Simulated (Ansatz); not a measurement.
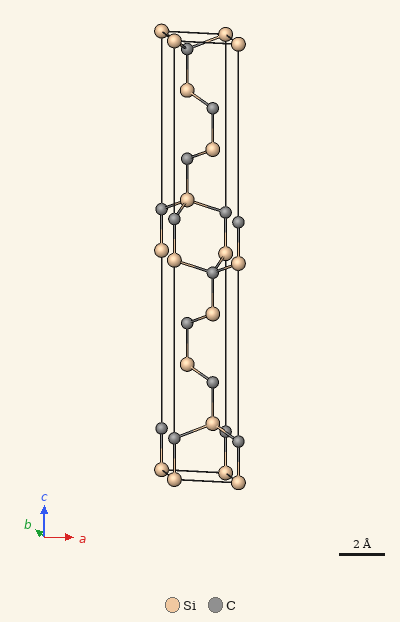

Figure 1. The input geometry (ball-and-stick view of the cell of the calculation, seen slightly off an axis). An atom can appear more than once, as a periodic image. Near neighbours in the periodic cell (some may lie outside the picture): Si has 4 C at 1.88 to 1.89 Å; C has 4 Si at 1.88 to 1.89 Å.

**Run report: SiC, geometry relaxation (part 1 of 2)**

- system: SiC (16 atoms in the cell)
- method: DFT PBE, scalar-relativistic, plane waves, PAW, no spin polarisation (Ansatz 0.2.0)

The structure derives from an entry of the Crystallography Open Database.

What the program printed
```
Engine: ansatz 0.2.0, x86_64-unknown-linux-gnu
Pseudopotentials: kind: paw
Pseudopotential: Si, paw, valence charge 4, recommended cutoff 420 eV (normal), Si.paw.azcp
Pseudopotential: C, paw, valence charge 4, recommended cutoff 420 eV (normal), C.paw.azcp
Functional definition: PBE
  parameter kappa = 0.804
  parameter beta = 0.06672455060314922
  exchange = pbe_x(kappa = kappa, mu = beta*pi^2/3)
  correlation = pbe_c(beta = beta)
Crystal: 16 atoms, lattice volume = 165.401 Å³
Basis set: ecut = 420 eV, 3211 PW (Γ), exchange–correlation on 48×48×270 points (8 copies of the dense FFT grid, shifted against one another)
Bands: 48, of which v1, the nominal top of the filled ones, is band 32 counted from 1 (31 counted from 0)
Symmetry: 12 space group operations
Space group: P63mc (ITA 186), of the structure as read, at distance tolerance 5.5e-5 Å
k-points: 38 of 288
Non-local potential: Si, projectors of the file, l = 0: 2, l = 1: 2, l = 2: 2
Non-local potential: C, projectors of the file, l = 0: 2, l = 1: 2, l = 2: 1
PAW form: soft (Blöchl's): semilocal exchange-correlation on the pseudo side does not see the compensation charge
PAW one-centre angular grid: Si, 110 points (default); XC on 64 Gauss nodes
PAW one-centre angular grid: C, 110 points (default); XC on 64 Gauss nodes
Initial density: superposition of atomic densities (neutral atoms: chi_scale 0, normalization atom), corrected by the library's trained network
Initial wavefunctions: pseudopotential atomic-orbital guess
Functional: x = pbe(κ = 0.804, μ = 0.2195149727645171), c = pbe(β = 0.06672455060314922)
SCF iter   1: F=—  HF=-7097.261803 eV  |F-HF|=—  |Δ(HF+E_count)|=         —  Δρ=2.56e-3  dr2=1.18e-2  ethr=1.77e-3  ⟨swp⟩=6.9  Hψ=8905  notcnv=0  defer=100
preconditioner: auto → none  [insulator: Δε(μ)=1.750 eV  Ē_g=11.953 eV  σ=0.020 eV  W_gap=1.00  n_scr=14 (ndim 8)  ℏωp=23.1 eV  f_vac=0.000  D(μ)=0.00/eV (n_scr^D=0)  ε∞_Penn≈4.7]
SCF iter   2: F=—  HF=-7097.260964 eV  |F-HF|=—  |Δ(HF+E_count)|=   8.39e-4  Δρ=6.92e-4  dr2=3.46e-4  ethr=1.84e-5  ⟨swp⟩=2.3  Hψ=3402  notcnv=0  defer=399
SCF iter   3: F=—  HF=-7097.261364 eV  |F-HF|=—  |Δ(HF+E_count)|=   4.00e-4  Δρ=2.86e-4  dr2=5.17e-5  ethr=5.41e-7  ⟨swp⟩=2.6  Hψ=2762  notcnv=0  defer=399
SCF iter   4: F=—  HF=-7097.261474 eV  |F-HF|=—  |Δ(HF+E_count)|=   1.10e-4  Δρ=4.41e-5  dr2=6.29e-6  ethr=8.07e-8  ⟨swp⟩=2.0  Hψ=2637  notcnv=0  defer=399
SCF iter   5: F=—  HF=-7097.261474 eV  |F-HF|=—  |Δ(HF+E_count)|=   4.80e-7  Δρ=1.33e-5  dr2=2.90e-7  ethr=9.83e-9  ⟨swp⟩=2.0  Hψ=2335  notcnv=0  defer=399
SCF iter   6: F=-7097.261474 eV  HF=-7097.261474 eV  |F-HF|=1.61e-8  |Δ(HF+E_count)|=   2.73e-7  Δρ=3.64e-6  dr2=1.99e-8  ethr=1.56e-10  ⟨swp⟩=16.5  Hψ=13686  notcnv=0
SCF 1 converged in 6 iterations: F = -7097.261474 eV  dr2 = 1.99e-8
  greatest PAW one-centre occupation: 0.646 electrons in one spin orbital (limit 2), on the C atom at site 13 (counted from 0), in its partial waves of l = 0
relax step   1: F+E_penalty+E_count = -7097.26147434 eV  Δ(F+E_penalty+E_count) = +0.000e0 eV  max|allowed force component| = 1.572e-1 eV/Å  Δτ_max = 0.0000 Å  P = +3.412 GPa  Ω = 165.401 Å³  (6 SCF iters, dr2 threshold 1.00e-7 eV, accepted)
Crystal: 16 atoms, lattice volume = 166.778 Å³
Basis set: ecut = 420 eV, 3259 PW (Γ), exchange–correlation on 48×48×270 points (8 copies of the dense FFT grid, shifted against one another)
Initial density: handed on by an earlier stage of this run
Initial wavefunctions: those handed on with the density
iter 1 solved again at ethr=1.48e-5 eV; its pass at ethr=3.10e-3 eV (dr2=9.49e-3 eV) is discarded
SCF iter   1: F=—  HF=-7097.284349 eV  |F-HF|=—  |Δ(HF+E_count)|=         —  Δρ=2.11e-3  dr2=9.19e-3  ethr=1.48e-5  ⟨swp⟩=3.5  Hψ=6117  notcnv=0
preconditioner: auto → none  [insulator: Δε(μ)=1.754 eV  Ē_g=11.891 eV  σ=0.020 eV  W_gap=1.00  n_scr=14 (ndim 8)  ℏωp=23.0 eV  f_vac=0.000  D(μ)=0.00/eV (n_scr^D=0)  ε∞_Penn≈4.7]
SCF iter   2: F=—  HF=-7097.281535 eV  |F-HF|=—  |Δ(HF+E_count)|=   2.81e-3  Δρ=3.73e-4  dr2=2.87e-4  ethr=1.44e-5  ⟨swp⟩=2.6  Hψ=3310  notcnv=0
SCF iter   3: F=—  HF=-7097.281487 eV  |F-HF|=—  |Δ(HF+E_count)|=   4.79e-5  Δρ=1.24e-4  dr2=2.50e-5  ethr=4.48e-7  ⟨swp⟩=2.7  Hψ=3120  notcnv=0
SCF iter   4: F=—  HF=-7097.281487 eV  |F-HF|=—  |Δ(HF+E_count)|=   1.43e-7  Δρ=4.24e-5  dr2=6.60e-6  ethr=3.91e-8  ⟨swp⟩=2.1  Hψ=2600  notcnv=0
iter 5 did not close the SCF: its close was put off for the readings that it lacked (scf_convergence_deferred on its scf_iter line)
SCF iter   5: F=-7097.281486 eV  HF=-7097.281486 eV  |F-HF|=2.73e-8  |Δ(HF+E_count)|=   9.30e-7  Δρ=1.01e-5  dr2=1.29e-7  ethr=1.03e-8  ⟨swp⟩=2.0  Hψ=2526  notcnv=0
SCF iter   6: F=-7097.281486 eV  HF=-7097.281486 eV  |F-HF|=9.70e-10  |Δ(HF+E_count)|=   6.24e-8  Δρ=3.42e-6  dr2=1.67e-8  ethr=2.02e-10  ⟨swp⟩=11.5  Hψ=13128  notcnv=0
SCF 2 converged in 6 iterations: F = -7097.281486 eV  dr2 = 1.67e-8
  greatest PAW one-centre occupation: 0.645 electrons in one spin orbital (limit 2), on the C atom at site 13 (counted from 0), in its partial waves of l = 0
relax step   2: F+E_penalty+E_count = -7097.28148646 eV  Δ(F+E_penalty+E_count) = -2.001e-2 eV  max|allowed force component| = 6.778e-2 eV/Å  Δτ_max = 0.0032 Å  P = +1.539 GPa  Ω = 166.778 Å³  energy of the carried Pulay correction = -2.463e-3 eV  (6 SCF iters, dr2 threshold 1.60e-6 eV, accepted)
Crystal: 16 atoms, lattice volume = 167.952 Å³
Basis set: ecut = 420 eV, 3283 PW (Γ), exchange–correlation on 48×48×270 points (8 copies of the dense FFT grid, shifted against one another)
iter 1 solved again at ethr=1.04e-5 eV; its pass at ethr=3.10e-3 eV (dr2=6.65e-3 eV) is discarded
SCF iter   1: F=—  HF=-7097.287603 eV  |F-HF|=—  |Δ(HF+E_count)|=         —  Δρ=1.77e-3  dr2=6.46e-3  ethr=1.04e-5  ⟨swp⟩=4.0  Hψ=6077  notcnv=0
preconditioner: auto → none  [insulator: Δε(μ)=1.760 eV  Ē_g=11.841 eV  σ=0.020 eV  W_gap=1.00  n_scr=14 (ndim 8)  ℏωp=22.9 eV  f_vac=0.000  D(μ)=0.00/eV (n_scr^D=0)  ε∞_Penn≈4.7]
SCF iter   2: F=—  HF=-7097.285617 eV  |F-HF|=—  |Δ(HF+E_count)|=   1.99e-3  Δρ=3.18e-4  dr2=2.03e-4  ethr=1.01e-5  ⟨swp⟩=2.2  Hψ=2969  notcnv=0
SCF iter   3: F=—  HF=-7097.285579 eV  |F-HF|=—  |Δ(HF+E_count)|=   3.82e-5  Δρ=1.01e-4  dr2=1.60e-5  ethr=3.16e-7  ⟨swp⟩=2.7  Hψ=3220  notcnv=0
SCF iter   4: F=—  HF=-7097.285579 eV  |F-HF|=—  |Δ(HF+E_count)|=   7.30e-7  Δρ=3.31e-5  dr2=5.16e-6  ethr=2.50e-8  ⟨swp⟩=2.1  Hψ=2642  notcnv=0
iter 5 did not close the SCF: its close was put off for the readings that it lacked (scf_convergence_deferred on its scf_iter line)
SCF iter   5: F=-7097.285578 eV  HF=-7097.285578 eV  |F-HF|=3.58e-8  |Δ(HF+E_count)|=   9.91e-7  Δρ=8.39e-6  dr2=8.18e-8  ethr=8.06e-9  ⟨swp⟩=2.0  Hψ=2523  notcnv=0
SCF iter   6: F=-7097.285578 eV  HF=-7097.285578 eV  |F-HF|=2.65e-9  |Δ(HF+E_count)|=   5.64e-8  Δρ=2.29e-6  dr2=1.06e-8  ethr=1.28e-10  ⟨swp⟩=11.5  Hψ=13157  notcnv=0
SCF 3 converged in 6 iterations: F = -7097.285578 eV  dr2 = 1.06e-8
  greatest PAW one-centre occupation: 0.644 electrons in one spin orbital (limit 2), on the C atom at site 13 (counted from 0), in its partial waves of l = 0
relax step   3: F+E_penalty+E_count = -7097.28557848 eV  Δ(F+E_penalty+E_count) = -4.092e-3 eV  max|allowed force component| = 2.337e-2 eV/Å  Δτ_max = 0.0015 Å  P = -0.002 GPa  Ω = 167.952 Å³  energy of the carried Pulay correction = -4.547e-3 eV  (6 SCF iters, dr2 threshold 1.60e-6 eV, accepted)
Crystal: 16 atoms, lattice volume = 167.951 Å³
iter 1 solved again at ethr=2.84e-8 eV; its pass at ethr=3.10e-3 eV (dr2=1.81e-5 eV) is discarded
SCF iter   1: F=—  HF=-7097.285726 eV  |F-HF|=—  |Δ(HF+E_count)|=         —  Δρ=1.10e-4  dr2=1.88e-5  ethr=2.84e-8  ⟨swp⟩=2.8  Hψ=6827  notcnv=0
preconditioner: auto → none  [insulator: Δε(μ)=1.778 eV  Ē_g=11.850 eV  σ=0.020 eV  W_gap=1.00  n_scr=14 (ndim 8)  ℏωp=22.9 eV  f_vac=0.000  D(μ)=0.00/eV (n_scr^D=0)  ε∞_Penn≈4.7]
SCF iter   2: F=—  HF=-7097.285670 eV  |F-HF|=—  |Δ(HF+E_count)|=   5.55e-5  Δρ=3.95e-5  dr2=1.81e-6  ethr=2.84e-8  ⟨swp⟩=2.5  Hψ=2970  notcnv=0
SCF iter   3: F=—  HF=-7097.285670 eV  |F-HF|=—  |Δ(HF+E_count)|=   1.17e-7  Δρ=1.26e-5  dr2=1.64e-7  ethr=2.83e-9  ⟨swp⟩=2.8  Hψ=3073  notcnv=0
iter 4 did not close the SCF: its close was put off for the readings that it lacked (scf_convergence_deferred on its scf_iter line)
SCF iter   4: F=-7097.285670 eV  HF=-7097.285670 eV  |F-HF|=1.48e-9  |Δ(HF+E_count)|=   1.18e-8  Δρ=3.85e-6  dr2=1.14e-8  ethr=2.56e-10  ⟨swp⟩=2.5  Hψ=2801  notcnv=0
iter 5 did not close the SCF: its close was put off for the readings that it lacked (scf_convergence_deferred on its scf_iter line)
SCF iter   5: F=-7097.285670 eV  HF=-7097.285670 eV  |F-HF|=9.82e-11  |Δ(HF+E_count)|=   3.78e-9  Δρ=4.90e-7  dr2=3.10e-10  ethr=1.79e-11  ⟨swp⟩=2.6  Hψ=3086  notcnv=0
SCF iter   6: F=-7097.285670 eV  HF=-7097.285670 eV  |F-HF|=1.82e-12  |Δ(HF+E_count)|=  2.18e-11  Δρ=8.44e-8  dr2=7.79e-12  ethr=1.00e-12  ⟨swp⟩=7.4  Hψ=10177  notcnv=0
SCF 4 converged in 6 iterations: F = -7097.285670 eV  dr2 = 7.79e-12
  greatest PAW one-centre occupation: 0.644 electrons in one spin orbital (limit 2), on the C atom at site 12 (counted from 0), in its partial waves of l = 0
relax step   4: F+E_penalty+E_count = -7097.28567039 eV  Δ(F+E_penalty+E_count) = -9.190e-5 eV  max|allowed force component| = 1.336e-3 eV/Å  Δτ_max = 0.0008 Å  P = -0.001 GPa  Ω = 167.951 Å³  energy of the carried Pulay correction = -4.546e-3 eV  (6 SCF iters, accepted)
Basis set: ecut = 420 eV, 3283 PW (Γ), exchange–correlation on 48×48×288 points (8 copies of the dense FFT grid, shifted against one another)
Initial wavefunctions: pseudopotential atomic-orbital guess (no wavefunctions were taken with the density)
iter 1 solved again at ethr=1.18e-7 eV; its pass at ethr=3.10e-3 eV (dr2=7.53e-5 eV) is discarded
SCF iter   1: F=—  HF=-7097.290429 eV  |F-HF|=—  |Δ(HF+E_count)|=         —  Δρ=7.02e-5  dr2=1.35e-6  ethr=1.18e-7  ⟨swp⟩=4.5  Hψ=14623  notcnv=0
SCF iter   2: F=—  HF=-7097.290554 eV  |F-HF|=—  |Δ(HF+E_count)|=   1.25e-4  Δρ=3.42e-5  dr2=2.47e-7  ethr=2.11e-9  ⟨swp⟩=2.0  Hψ=3024  notcnv=0
SCF iter   3: F=—  HF=-7097.290555 eV  |F-HF|=—  |Δ(HF+E_count)|=   9.39e-7  Δρ=7.52e-6  dr2=1.38e-8  ethr=3.86e-10  ⟨swp⟩=2.1  Hψ=3041  notcnv=0
SCF iter   4: F=—  HF=-7097.290555 eV  |F-HF|=—  |Δ(HF+E_count)|=   4.78e-8  Δρ=5.90e-7  dr2=2.56e-10  ethr=2.15e-11  ⟨swp⟩=2.0  Hψ=3040  notcnv=0
iter 5 did not close the SCF: its close was put off for the readings that it lacked (scf_convergence_deferred on its scf_iter line)
SCF iter   5: F=-7097.290555 eV  HF=-7097.290555 eV  |F-HF|=5.00e-11  |Δ(HF+E_count)|=  1.59e-10  Δρ=1.18e-7  dr2=6.28e-11  ethr=1.00e-12  ⟨swp⟩=2.3  Hψ=3067  notcnv=0
SCF iter   6: F=-7097.290555 eV  HF=-7097.290555 eV  |F-HF|=4.55e-12  |Δ(HF+E_count)|=  1.18e-11  Δρ=3.52e-8  dr2=4.77e-12  ethr=1.00e-12  ⟨swp⟩=5.7  Hψ=8177  notcnv=0
SCF 5 converged in 6 iterations: F = -7097.290555 eV  dr2 = 4.77e-12
relax step   5: F+E_penalty+E_count = -7097.29055459 eV  Δ(F+E_penalty+E_count) = -4.884e-3 eV  max|allowed force component| = 1.287e-3 eV/Å  Δτ_max = 0.0000 Å  P = +0.048 GPa  Ω = 167.951 Å³  stress off target by 4.91e-2 GPa  SCF on the basis re-selected at this cell (its energy is not comparable with the rows above)  (6 SCF iters)
```

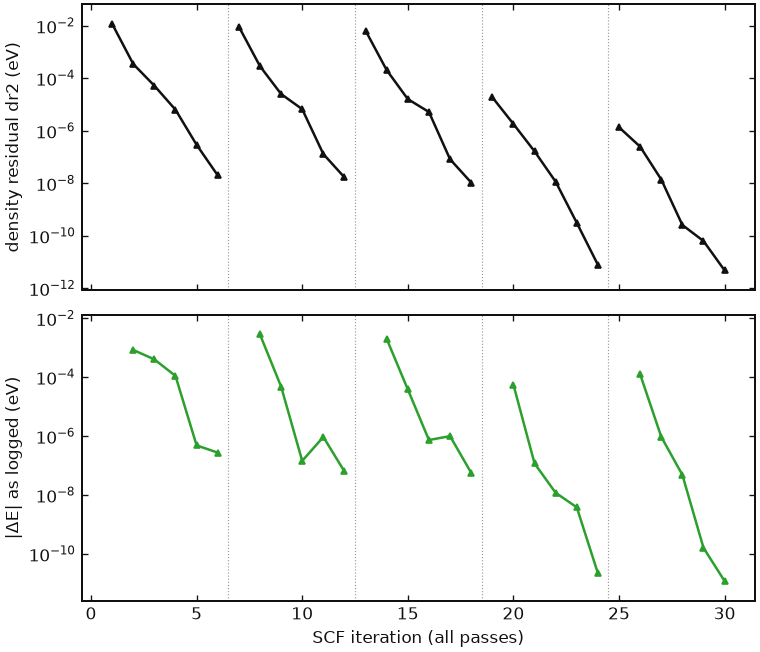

Figure 2. Convergence of the self-consistent field: density residual dr2 and size of the energy change against the SCF iteration. The dotted lines part the SCF passes of the relaxation: geometry steps, rejected trials and re-solves on a re-selected basis. The 5 passes take 6 iterations each, 30 in all.

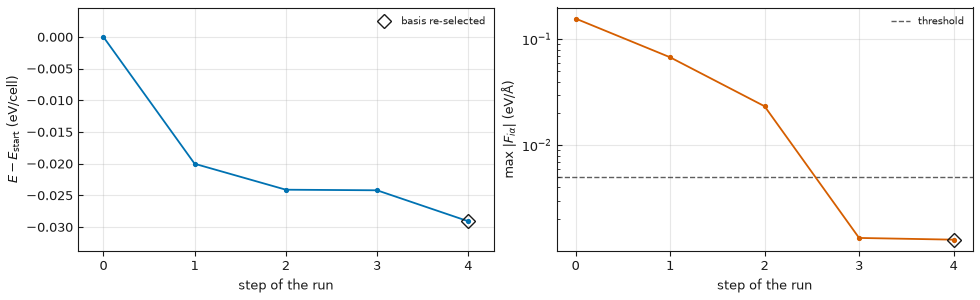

Figure 3. Progress of the relaxation, step by step (the first geometry is step 0 here and step 1 in the log).

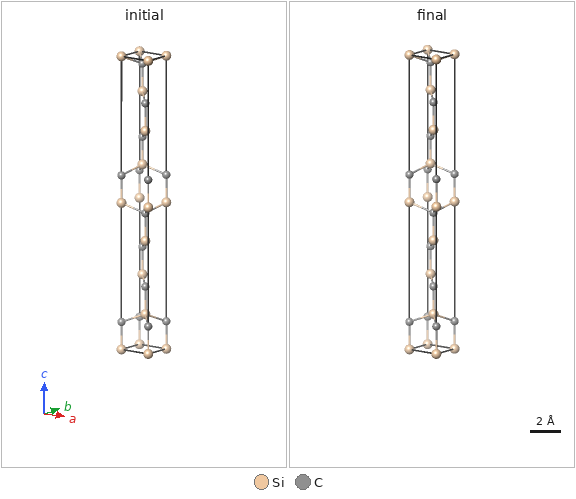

Figure 4. Before (left) and after (right) the relaxation, at one scale (ball-and-stick view of the cell of the calculation, seen slightly off an axis). After 3 geometry steps the energy has fallen by 24.2 meV per cell of the calculation. Largest force component: 0.16 eV/Å at the start, 0.0013 eV/Å at the end. The pressure goes from 3.41 to 0.05 GPa. The largest moves relative to the cell, 0.005 Å, are those of C15 and C16. Largest moves by element: C 0.005 Å, Si 0.004 Å. The volume changes by +1.5 %, with a = b 3.079 → 3.095 Å (+0.5 %), c 20.146 → 20.242 Å (+0.5 %). Among the contacts that change: Si1–C16 1.884 → 1.897 Å, Si3–C12 1.884 → 1.895 Å, Si1–C13 1.894 → 1.903 Å. The space group stays P6_3mc (No. 186). A last SCF at the same geometry on a re-selected plane-wave basis shifts the energy by −4.9 meV per cell of the calculation. (Atoms are counted from 1 in the order of the input.)

```
basis re-selected at this cell: Δ(F+E_penalty+E_count) = -4.884e-3 eV, ΔP = +0.049 GPa vs the last step (what re-selecting the basis moved, of the pressure what is left beyond the Pulay correction that the steps carried, after the strain that the cell walked since its last selection, with what the two solves' SCF thresholds leave and, on support functions, any second-order correction that the steps lacked; it is no measure of the basis error at this ecutwfc). The dense FFT grid was sized anew with the basis: this SCF ran on 24×24×144 points, the steps before it on 24×24×135, so part of this shift can come from that change (see relax.cell in the input reference). This SCF's stress stands 4.91e-2 GPa from its target on what of the cell is left free (relax.cell.stress_tol is 5.00e-2 GPa) and its largest allowed force component is 1.29e-3 eV/Å (relax.f_tol is 5.00e-3 eV/Å): within both
SCF converged after 6 iterations
Free energy (F): -7097.290555 eV
Harris-Foulkes:  -7097.290555 eV  (|F-HF|=4.55e-12)
Internal energy: -7097.290555 eV  (E = F + TS)
E sigma→0 (E₀):  -7097.290555 eV
Fermi energy:    10.221551 eV
--- Per-component energies (eV) ---
  E_band       = 220.294300
  E_kinetic    = 1079.515891
  E_local      = -843.886904  (includes V_loc(G=0)·N_el)
  E_nonlocal   = 413.301086
  E_hartree    = 258.407083
  E_xc         = -842.001718
  E_vxc        = -872.328870  (∫ρ·V_xc dr)
  E_paw        = -4896.157954  (= ΣΔE_a)
  E_vpaw       = -73.121164  (= ΣTr[D̂ρ^β])
  E_aug_tail   = 0.000093  (compensation charges beyond the density's cutoff)
  E_ewald      = -2266.468132
  E_smearing   = -0.000000  (= −TS)
  E_closure    = -0.000000  (closes the sum)
  Σ components = -7097.290555   (vs F -7097.290555, Δ=0.00e0)
--- Forces (eV/Å), atoms counted from 1 ---
  atom   1  Si     0.00000000    -0.00000000     0.00082691
  atom   2  Si    -0.00000000     0.00000000     0.00082691
  atom   3  Si     0.00000000     0.00000000     0.00118211
  atom   4  Si     0.00000000    -0.00000000     0.00118211
  atom   5  Si     0.00000000    -0.00000000     0.00108951
  atom   6  Si     0.00000000     0.00000000     0.00108951
  atom   7  Si     0.00000000    -0.00000000     0.00094648
  atom   8  Si     0.00000000     0.00000000     0.00094648
  atom   9  C      0.00000000     0.00000000    -0.00128741
  atom  10  C      0.00000000    -0.00000000    -0.00128741
  atom  11  C      0.00000000     0.00000000    -0.00081793
  atom  12  C      0.00000000    -0.00000000    -0.00081793
  atom  13  C     -0.00000000    -0.00000000    -0.00125475
  atom  14  C      0.00000000     0.00000000    -0.00125475
  atom  15  C      0.00000000    -0.00000000    -0.00068429
  atom  16  C      0.00000000     0.00000000    -0.00068429
  max |Σ_I F_I| component: 1.26e-6 eV/Å
--- Stress (GPa, compression-positive) ---
        0.049147       0.000000      -0.000000
        0.000000       0.049147       0.000000
       -0.000000       0.000000       0.045166
  P = ⅓ Tr σ = 0.0478 GPa (0.478 kbar)
--- Band table (eV; the first three rows and the last of 38) ---
```
